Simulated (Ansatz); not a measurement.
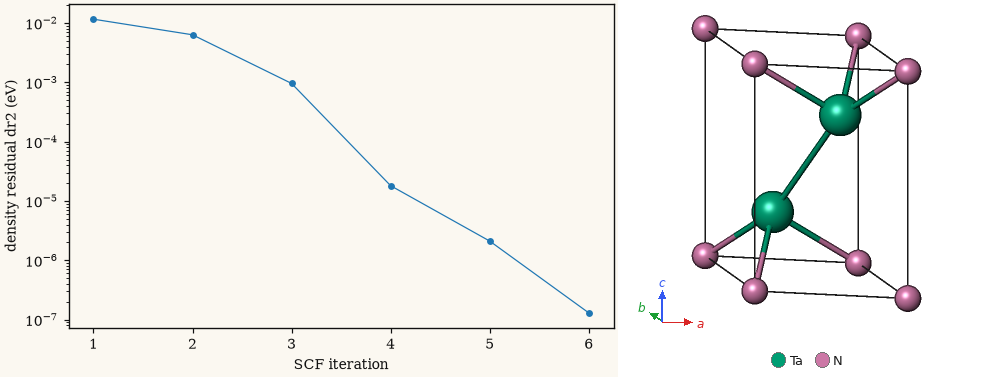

Beside the plot: the structure in its conventional cell.

The plot shows the SCF iterations of a calculation: density residual dr2. The starting density is a sum of atomic densities corrected by a trained network.

Ta2N (3 atoms in the cell), run with Ansatz.

```
crystal:
  lattice:
    - [3.178668557, 0.0, 0.0]
    - [-1.5893342785, 2.7528077205, 0.0]
    - [0.0, 0.0, 4.7598428107]
  atoms:
    - { symbol: Ta, position: [0.6666666667, 0.3333333333, 0.7449050322] }
    - { symbol: Ta, position: [0.3333333333, 0.6666666667, 0.2550949678] }
    - { symbol: "N", position: [0.0, 0.0, 0.0] }
  symmetry: { detect: false }
basis:
  ecutwfc: 420
kpoints:
  mp_grid: { grid: [18, 18, 10] }
hamiltonian:
  xc: pbe
scf:
  occupations: { method: gaussian, width: 0.15 }
output:
  forces: true
  eigenvalues: true
  stress: true
```

Launched with:
```bash
ansatz run input.yaml --threads 2 --pin off --max-ram 5120MiB --backend cpu --events-out ev --progress --plain --runs-dir out
```

Q: Did the calculation converge?

A: It did not finish: the time limit cut it off after 6 iterations. The residual is still falling at the last step (down to 1.3 × 10⁻⁷).

Q: Read the residual at the first and at the last step drawn.

A: It starts near 0.01 and ends near 10⁻⁷ eV.
